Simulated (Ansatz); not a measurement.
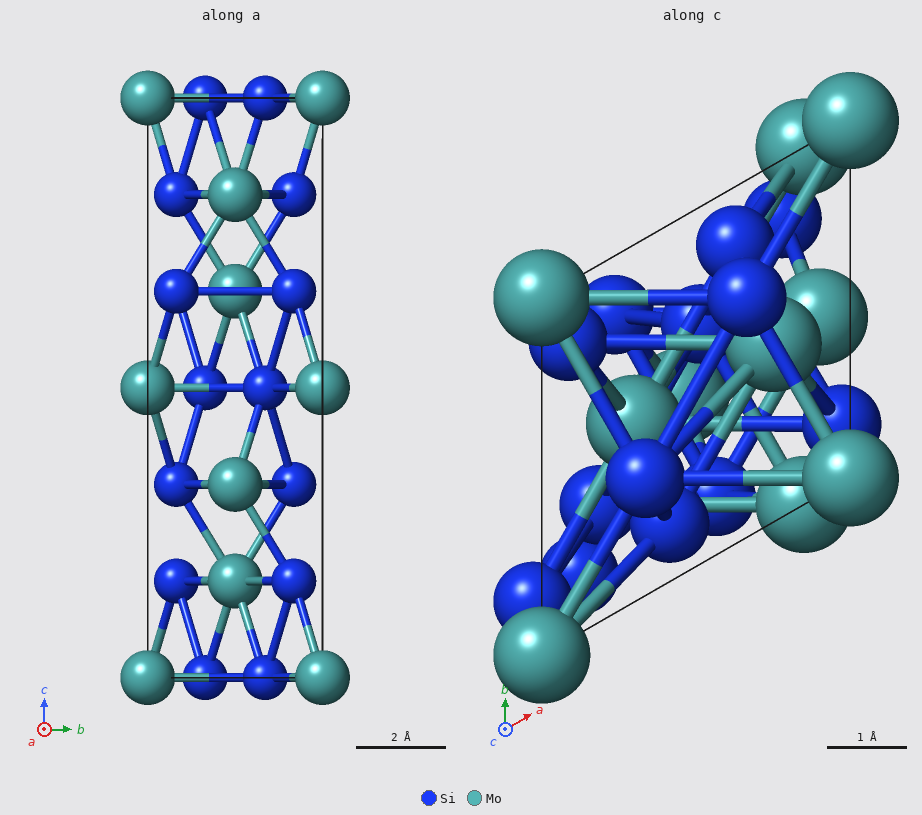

Shown here is a ball-and-stick view of the crystal, taken along the a axis and along the c axis. The wireframe shows the unit cell.

Si2Mo, a = 4.57 Å, b = 4.57 Å, c = 13.20 Å, α = 87.02°, β = 84.03°, γ = 60.00°.

Method used: Ansatz, DFT PBEsol, scalar-relativistic, plane waves, PAW. It ran with a 420 eV plane-wave basis, a 10×10×3 sampling of the Brillouin zone, Gaussian smearing of 0.15 eV, no spin polarisation.

**What does the calculation say: metal or gapped?**

A metal: bands cross the Fermi level.

**What is the computed pressure?**

The computed pressure is 3.6 GPa (compressed: it would expand). The stress isn't hydrostatic: its largest component is 9.5 GPa.

The structure was taken from a structure listed in the Materials Project. The cell was then strained or its atoms displaced on purpose. It was the input of a calculation with Ansatz.

At this level of theory the run's own cell isn't at rest (forces up to 3.8 eV/Å), so its distances can differ from those at equilibrium, the more so the softer the solid.
